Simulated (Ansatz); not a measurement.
Geometry relaxation of Al$_{5}$Ga$_{2}$N$_{8}$ (part 1 of 2)

- system: Al$_{5}$Ga$_{2}$N$_{8}$ (defect cell, 15 atoms in the cell)
- method: DFT PBEsol, scalar-relativistic, plane waves, PAW, no spin polarisation (Ansatz 0.2.0)

The structure derives from a Materials Project entry. It belongs to a series of runs on one base structure; here: Al vacancy after atom 2 has jumped, atoms relaxed. Figures and captions count atoms from 1; the log counts them from 0 in places.

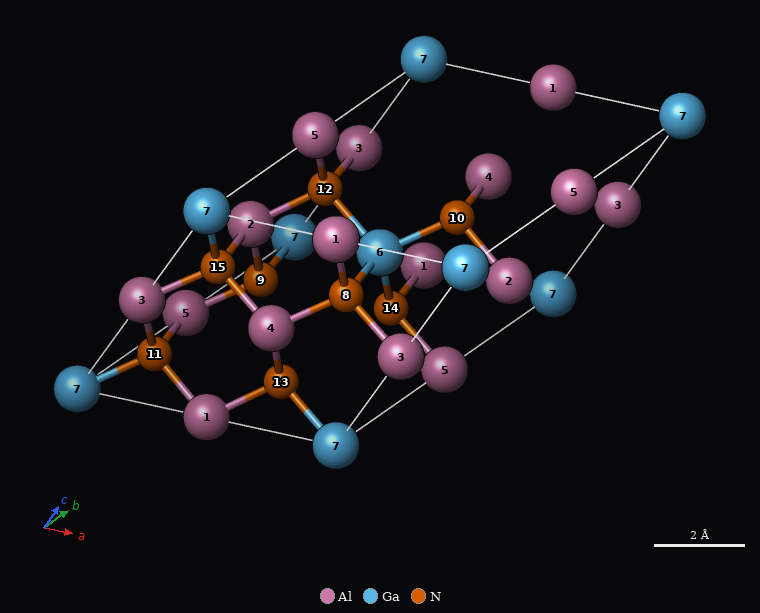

*The starting structure (ball-and-stick view of the cell of the calculation, seen at an oblique angle; atoms are numbered from 1 in the order of the input).*

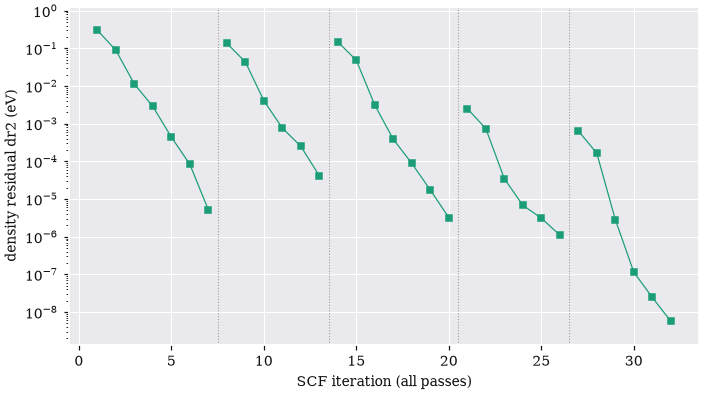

*Convergence of the self-consistent field: density residual dr2 against the SCF iteration. The dotted lines part the SCF passes of the relaxation: geometry steps, rejected trials and re-solves on a re-selected basis.*

The 5 passes take 6 to 7 iterations each, 32 in all.

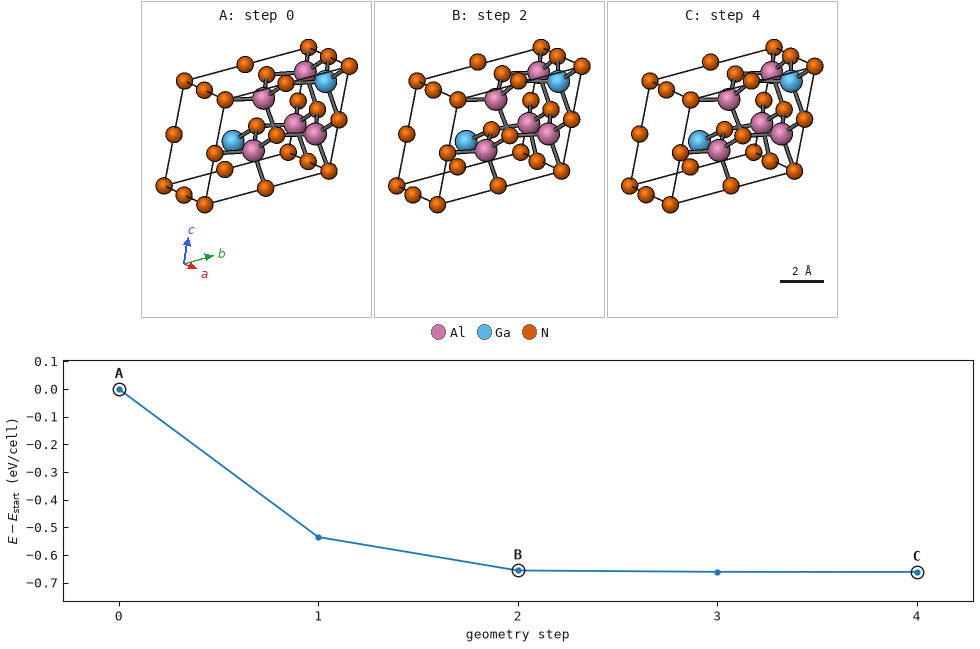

*Frames of the relaxation (ball-and-stick view of the cell of the calculation (origin shifted), seen slightly off an axis) above the curves, on which the letters mark them (the first geometry is step 0 here and step 1 in the log).*

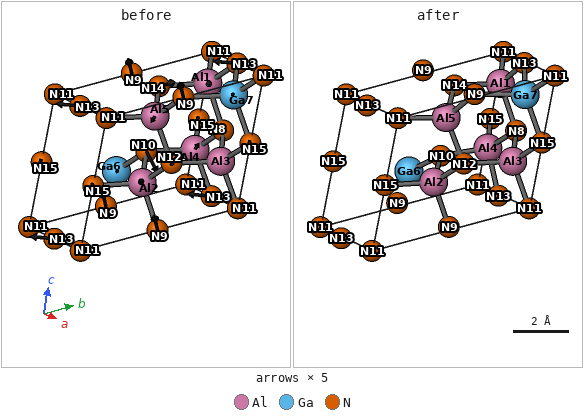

*Before (left) and after (right) the relaxation, at one scale (ball-and-stick view of the cell of the calculation (origin shifted), seen slightly off an axis). The black arrows give the displacements, magnified 5 times.*

Over 4 geometry steps the energy falls by 0.661 eV per cell of the calculation. The largest force component goes from 0.88 to 0.0086 eV/Å. The largest moves, 0.19 Å, are those of N9, N10, N13 and N14. Largest moves by element: N 0.19 Å, Al 0.06 Å, Ga 0.03 Å. The lattice vectors keep their values. Among the contacts that change: Al1–N13 1.895 → 1.861 Å, Ga6–N10 1.949 → 1.918 Å, Al1–N11 1.895 → 1.876 Å, Ga6–N12 1.949 → 1.933 Å. Among the angles that change: N9–Al2–N10 110.6° → 97.4°, N10–Ga6–N14 109.5° → 99.6°, Al2–N9–Al5 110.6° → 118.7°. (Atoms are counted from 1 in the order of the input.)

The input and output of the run follow.

## Input file
```yaml
crystal:
  lattice:
    - [-4.4069948372, 4.4069948372, 0.0]
    - [0.0, 4.4069948372, -4.4069948372]
    - [-4.4069948372, 0.0, -4.4069948372]
  atoms:
    - { symbol: Al, position: [0.5, 0.0, 0.0] }
    - { symbol: Al, position: [0.0, 0.5, 0.5] }
    - { symbol: Al, position: [0.0, 0.0, 0.5] }
    - { symbol: Al, position: [0.5, 0.0, 0.5] }
    - { symbol: Al, position: [0.0, 0.5, 0.0] }
    - { symbol: Ga, position: [0.5, 0.5, 0.5] }
    - { symbol: Ga, position: [0.0, 0.0, 0.0] }
    - { symbol: "N", position: [0.6276461415, 0.1170615756, 0.6276461415] }
    - { symbol: "N", position: [0.1276461415, 0.6170615756, 0.1276461415] }
    - { symbol: "N", position: [0.6276461415, 0.6276461415, 0.6276461415] }
    - { symbol: "N", position: [0.1276461415, 0.1276461415, 0.1276461415] }
    - { symbol: "N", position: [0.1170615756, 0.6276461415, 0.6276461415] }
    - { symbol: "N", position: [0.6170615756, 0.1276461415, 0.1276461415] }
    - { symbol: "N", position: [0.6276461415, 0.6276461415, 0.1170615756] }
    - { symbol: "N", position: [0.1276461415, 0.1276461415, 0.6170615756] }
basis:
  ecutwfc: 420
kpoints:
  mp_grid: { grid: [4, 4, 4] }
hamiltonian:
  xc: pbesol
scf:
  occupations: { method: gaussian, width: 0.05 }
output:
  forces: true
  stress: true
  eigenvalues: true
relax:
  adjacent_minimum: "off"
  f_tol: 0.02
  max_steps: 50
```

Launch command:
```bash
ansatz run input.yaml --threads 4 --pin off --max-ram 9216MiB --backend cpu --events-out ev --progress --plain --runs-dir out
```

## The program's output
```
Warning: output.stress: scf.convergence.dr2_threshold = 1e-7 eV (the SCF's general default) is looser than the 1.5e-9 eV advised for a printed stress (1e-10 eV for each atom of the cell: 15). What an SCF threshold leaves in a stress goes as its square root, and in the free energy as the threshold itself, and one threshold admits the most on a small cell: of the crystals measured, under no hybrid functional and no lock of the moments, on runs that ended without the residual-converged pass, on stresses that held no estimate of that error, the worst erred by over 100 MPa in a component at 1e-7 eV an atom and by under 5 at 1e-10. Every solve of this run answers to scf.convergence.dr2_threshold, and the tensor of one is reported: a single SCF on the reported geometry and on this run's grids (its basis.xc_grid and basis.ecutrho_ratio typed), with scf.convergence.dr2_threshold at 1.5e-9 eV or tighter, prints it and tightens no other solve. Else set scf.convergence.dr2_threshold to 1.5e-9 eV or tighter. The threshold is an SCF's pass mark: one that does not reach it within its budget of iterations ends unconverged, or closes short of it on a stop that the run arms, and scf.convergence.dr2_threshold's page says what that costs each kind of run
Engine: ansatz 0.2.0, aarch64-unknown-linux-gnu
Pseudopotentials: kind: paw
Pseudopotential: Al, paw, valence charge 3, recommended cutoff 420 eV (normal), Al.paw.azcp
Pseudopotential: Ga, paw, valence charge 13, recommended cutoff 420 eV (normal), Ga.paw.azcp
Pseudopotential: N, paw, valence charge 5, recommended cutoff 420 eV (normal), N.paw.azcp
Functional definition: PBEsol
  exchange = pbesol_x
  correlation = pbesol_c
Crystal: 15 atoms, lattice volume = 171.182 Å³
Basis set: ecut = 420 eV, 3383 PW (Γ), exchange–correlation on 90×90×90 points (8 copies of the dense FFT grid, shifted against one another)
Bands: 56, of which v1, the nominal top of the filled ones, is band 41 counted from 1 (40 counted from 0)
Symmetry: 8 space group operations
Space group: I-4m2 (ITA 119), of the structure as read, at distance tolerance 5.6e-5 Å
k-points: 13 of 64 (time reversal used)
Non-local potential: Al, projectors of the file, l = 0: 2, l = 1: 2, l = 2: 1
Non-local potential: Ga, projectors of the file, l = 0: 2, l = 1: 2, l = 2: 3, l = 3: 1
Non-local potential: N, projectors of the file, l = 0: 2, l = 1: 2, l = 2: 1
PAW form: soft (Blöchl's): semilocal exchange-correlation on the pseudo side does not see the compensation charge
PAW frozen core: Al, regenerated for the run's functional, and the local potential with it (the file was generated under x = pbe(κ = 0.804, μ = 0.2195149727645171), c = pbe(β = 0.06672455060314922))
PAW frozen core: Ga, regenerated for the run's functional, and the local potential with it (the file was generated under x = pbe(κ = 0.804, μ = 0.2195149727645171), c = pbe(β = 0.06672455060314922))
PAW frozen core: N, regenerated for the run's functional, and the local potential with it (the file was generated under x = pbe(κ = 0.804, μ = 0.2195149727645171), c = pbe(β = 0.06672455060314922))
PAW one-centre angular grid: Al, 110 points (default); XC on 64 Gauss nodes
PAW one-centre angular grid: Ga, 590 points (default); XC on 64 Gauss nodes
PAW one-centre angular grid: N, 110 points (default); XC on 64 Gauss nodes
Initial density: superposition of atomic densities (neutral atoms: chi_scale 0, normalization atom), corrected by the library's trained network
Initial wavefunctions: pseudopotential atomic-orbital guess
Functional: x = pbesol(κ = 0.804, μ = 0.12345679012345678), c = pbesol(β = 0.046)
SCF iter   1: F=—  HF=-13146.758192 eV  |F-HF|=—  |Δ(HF+E_count)|=         —  Δρ=1.19e-2  dr2=3.04e-1  ethr=1.77e-3  ⟨swp⟩=6.2  Hψ=3077  notcnv=0  defer=53
preconditioner: auto → Kerker (q_TF=auto, 2.408 Å⁻¹)  [metal: Δε(μ)=0.040 eV  Ē_g=14.060 eV  σ=0.050 eV  W_gap=0.42  n_scr=50 (ndim 8)  ℏωp=25.5 eV  f_vac=0.000  D(μ)=10.54/eV (n_scr^D=112)]
SCF iter   2: F=—  HF=-13146.696012 eV  |F-HF|=—  |Δ(HF+E_count)|=   6.22e-2  Δρ=5.21e-3  dr2=8.93e-2  ethr=3.76e-4  ⟨swp⟩=2.0  Hψ=931  notcnv=0  defer=107
SCF iter   3: F=—  HF=-13146.674634 eV  |F-HF|=—  |Δ(HF+E_count)|=   2.14e-2  Δρ=1.53e-3  dr2=1.13e-2  ethr=1.10e-4  ⟨swp⟩=2.1  Hψ=978  notcnv=0  defer=107
SCF iter   4: F=—  HF=-13146.672317 eV  |F-HF|=—  |Δ(HF+E_count)|=   2.32e-3  Δρ=1.12e-3  dr2=2.88e-3  ethr=1.40e-5  ⟨swp⟩=2.3  Hψ=1118  notcnv=0  defer=107
SCF iter   5: F=—  HF=-13146.670513 eV  |F-HF|=—  |Δ(HF+E_count)|=   1.80e-3  Δρ=4.18e-4  dr2=4.42e-4  ethr=3.56e-6  ⟨swp⟩=2.0  Hψ=1136  notcnv=0  defer=107
SCF iter   6: F=—  HF=-13146.670442 eV  |F-HF|=—  |Δ(HF+E_count)|=   7.14e-5  Δρ=2.06e-4  dr2=8.38e-5  ethr=5.46e-7  ⟨swp⟩=3.0  Hψ=1240  notcnv=0  defer=107
SCF iter   7: F=-13146.670425 eV  HF=-13146.670426 eV  |F-HF|=1.64e-6  |Δ(HF+E_count)|=   1.52e-5  Δρ=3.88e-5  dr2=5.20e-6  ethr=1.23e-8  ⟨swp⟩=14.3  Hψ=4115  notcnv=0
SCF 1 converged in 7 iterations: F = -13146.670425 eV  dr2 = 5.20e-6
  greatest PAW one-centre occupation: 0.996 electrons in one spin orbital (limit 2), on the Ga atom at site 5 (counted from 0), in its partial waves of l = 2
relax step   1: F+E_penalty+E_count = -13146.67042472 eV  Δ(F+E_penalty+E_count) = +0.000e0 eV  max|allowed force component| = 8.818e-1 eV/Å  Δτ_max = 0.0000 Å  (7 SCF iters, dr2 threshold 1.00e-5 eV, accepted)
Initial density: handed on by an earlier stage of this run
Initial wavefunctions: those handed on with the density
iter 1 solved again at ethr=1.65e-4 eV; its pass at ethr=3.10e-3 eV (dr2=1.33e-1 eV) is discarded
SCF iter   1: F=—  HF=-13147.240430 eV  |F-HF|=—  |Δ(HF+E_count)|=         —  Δρ=1.40e-2  dr2=1.36e-1  ethr=1.65e-4  ⟨swp⟩=1.0  Hψ=2633  notcnv=0  defer=106
preconditioner: auto → Kerker (q_TF=auto, 2.408 Å⁻¹)  [metal: Δε(μ)=0.024 eV  Ē_g=14.195 eV  σ=0.050 eV  W_gap=0.27  n_scr=50 (ndim 8)  ℏωp=25.5 eV  f_vac=0.000  D(μ)=9.86/eV (n_scr^D=112)]
SCF iter   2: F=—  HF=-13147.216527 eV  |F-HF|=—  |Δ(HF+E_count)|=   2.39e-2  Δρ=7.04e-3  dr2=4.39e-2  ethr=1.65e-4  ⟨swp⟩=1.8  Hψ=643  notcnv=0  defer=106
SCF iter   3: F=—  HF=-13147.206881 eV  |F-HF|=—  |Δ(HF+E_count)|=   9.65e-3  Δρ=9.49e-4  dr2=4.10e-3  ethr=5.42e-5  ⟨swp⟩=2.0  Hψ=908  notcnv=0  defer=106
SCF iter   4: F=—  HF=-13147.205897 eV  |F-HF|=—  |Δ(HF+E_count)|=   9.85e-4  Δρ=5.08e-4  dr2=7.70e-4  ethr=5.06e-6  ⟨swp⟩=2.2  Hψ=1109  notcnv=0  defer=106
SCF iter   5: F=—  HF=-13147.205561 eV  |F-HF|=—  |Δ(HF+E_count)|=   3.36e-4  Δρ=2.74e-4  dr2=2.52e-4  ethr=9.50e-7  ⟨swp⟩=2.2  Hψ=1144  notcnv=0  defer=106
SCF iter   6: F=-13147.205443 eV  HF=-13147.205471 eV  |F-HF|=2.77e-5  |Δ(HF+E_count)|=   9.00e-5  Δρ=9.14e-5  dr2=4.15e-5  ethr=6.00e-8  ⟨swp⟩=13.8  Hψ=4393  notcnv=0
SCF 2 converged in 6 iterations: F = -13147.205443 eV  dr2 = 4.15e-5
relax step   2: F+E_penalty+E_count = -13147.20544289 eV  Δ(F+E_penalty+E_count) = -5.350e-1 eV  max|allowed force component| = 4.875e-1 eV/Å  Δτ_max = 0.1040 Å  (6 SCF iters, dr2 threshold 4.86e-5 eV, accepted)
SCF iter   1: F=—  HF=-13147.366441 eV  |F-HF|=—  |Δ(HF+E_count)|=         —  Δρ=1.31e-2  dr2=1.49e-1  ethr=1.18e-3  ⟨swp⟩=4.0  Hψ=1825  notcnv=0  defer=106
preconditioner: auto → Kerker (q_TF=auto, 2.408 Å⁻¹)  [metal: Δε(μ)=0.036 eV  Ē_g=14.229 eV  σ=0.050 eV  W_gap=0.39  n_scr=50 (ndim 8)  ℏωp=25.5 eV  f_vac=0.001  D(μ)=7.62/eV (n_scr^D=58)]
SCF iter   2: F=—  HF=-13147.338681 eV  |F-HF|=—  |Δ(HF+E_count)|=   2.78e-2  Δρ=6.55e-3  dr2=4.84e-2  ethr=1.84e-4  ⟨swp⟩=2.0  Hψ=900  notcnv=0  defer=106
SCF iter   3: F=—  HF=-13147.327258 eV  |F-HF|=—  |Δ(HF+E_count)|=   1.14e-2  Δρ=9.02e-4  dr2=3.12e-3  ethr=5.97e-5  ⟨swp⟩=2.0  Hψ=940  notcnv=0  defer=106
SCF iter   4: F=—  HF=-13147.326388 eV  |F-HF|=—  |Δ(HF+E_count)|=   8.70e-4  Δρ=3.06e-4  dr2=3.86e-4  ethr=3.86e-6  ⟨swp⟩=2.5  Hψ=1032  notcnv=0  defer=106
SCF iter   5: F=—  HF=-13147.326331 eV  |F-HF|=—  |Δ(HF+E_count)|=   5.63e-5  Δρ=2.14e-4  dr2=8.87e-5  ethr=4.77e-7  ⟨swp⟩=2.0  Hψ=1135  notcnv=0  defer=106
SCF iter   6: F=—  HF=-13147.326269 eV  |F-HF|=—  |Δ(HF+E_count)|=   6.28e-5  Δρ=7.96e-5  dr2=1.74e-5  ethr=1.09e-7  ⟨swp⟩=2.0  Hψ=1124  notcnv=0  defer=106
SCF iter   7: F=-13147.326261 eV  HF=-13147.326262 eV  |F-HF|=1.85e-6  |Δ(HF+E_count)|=   6.08e-6  Δρ=2.57e-5  dr2=3.24e-6  ethr=1.83e-8  ⟨swp⟩=13.8  Hψ=3847  notcnv=0
SCF 3 converged in 7 iterations: F = -13147.326261 eV  dr2 = 3.24e-6
  greatest PAW one-centre occupation: 0.996 electrons in one spin orbital (limit 2), on the Ga atom at site 6 (counted from 0), in its partial waves of l = 2
relax step   3: F+E_penalty+E_count = -13147.32626064 eV  Δ(F+E_penalty+E_count) = -1.208e-1 eV  max|allowed force component| = 1.356e-1 eV/Å  Δτ_max = 0.0914 Å  (7 SCF iters, dr2 threshold 1.49e-5 eV, accepted)
SCF iter   1: F=—  HF=-13147.331818 eV  |F-HF|=—  |Δ(HF+E_count)|=         —  Δρ=2.24e-3  dr2=2.53e-3  ethr=4.52e-5  ⟨swp⟩=2.2  Hψ=1572  notcnv=0  defer=106
preconditioner: auto → Kerker (q_TF=auto, 2.408 Å⁻¹)  [metal: Δε(μ)=0.045 eV  Ē_g=14.201 eV  σ=0.050 eV  W_gap=0.47  n_scr=50 (ndim 8)  ℏωp=25.5 eV  f_vac=0.001  D(μ)=6.89/eV (n_scr^D=58)]
SCF iter   2: F=—  HF=-13147.331266 eV  |F-HF|=—  |Δ(HF+E_count)|=   5.52e-4  Δρ=1.15e-3  dr2=7.43e-4  ethr=3.12e-6  ⟨swp⟩=1.0  Hψ=845  notcnv=0  defer=106
SCF iter   3: F=—  HF=-13147.331201 eV  |F-HF|=—  |Δ(HF+E_count)|=   6.50e-5  Δρ=1.12e-4  dr2=3.49e-5  ethr=9.17e-7  ⟨swp⟩=2.9  Hψ=1293  notcnv=0  defer=106
SCF iter   4: F=—  HF=-13147.331197 eV  |F-HF|=—  |Δ(HF+E_count)|=   3.57e-6  Δρ=4.97e-5  dr2=6.87e-6  ethr=4.31e-8  ⟨swp⟩=2.2  Hψ=1111  notcnv=0  defer=106
SCF iter   5: F=—  HF=-13147.331195 eV  |F-HF|=—  |Δ(HF+E_count)|=   2.82e-6  Δρ=2.55e-5  dr2=3.13e-6  ethr=8.48e-9  ⟨swp⟩=2.2  Hψ=949  notcnv=0  defer=106
SCF iter   6: F=-13147.331193 eV  HF=-13147.331194 eV  |F-HF|=8.01e-7  |Δ(HF+E_count)|=   8.45e-7  Δρ=1.26e-5  dr2=1.11e-6  ethr=1.75e-9  ⟨swp⟩=10.5  Hψ=3546  notcnv=0
SCF 4 converged in 6 iterations: F = -13147.331193 eV  dr2 = 1.11e-6
relax step   4: F+E_penalty+E_count = -13147.33119294 eV  Δ(F+E_penalty+E_count) = -4.932e-3 eV  max|allowed force component| = 2.283e-2 eV/Å  Δτ_max = 0.0118 Å  (6 SCF iters, dr2 threshold 1.42e-6 eV, accepted)
```
